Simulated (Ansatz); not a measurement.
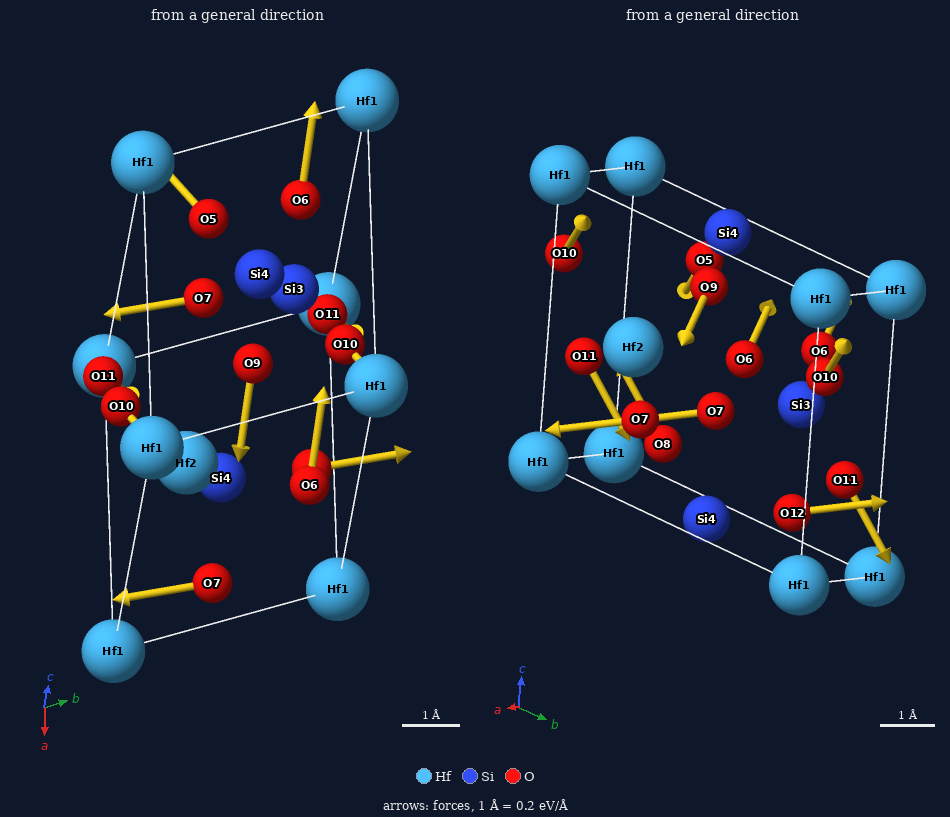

This spheres-only model is shown from two general directions. The wireframe shows the simulation cell. The arrows are the computed forces on the atoms.

System: HfSiO$_{4}$. Theory: DFT, PBE, plane waves, PAW (Ansatz). Numerical settings: a 420 eV plane-wave basis, a 6×6×6 mesh of k-points, Fermi-Dirac smearing of 0.02 eV, no spin polarisation.

Q: Could this be the end point of a relaxation?

A: No. The atoms still feel forces of up to about 0.29 eV/Å, far above a usual threshold of 0.01 to 0.03 eV/Å.

The cell started as a structure listed in the Materials Project. The cell was then strained or its atoms displaced on purpose. An electronic-structure calculation with Ansatz was run on it.
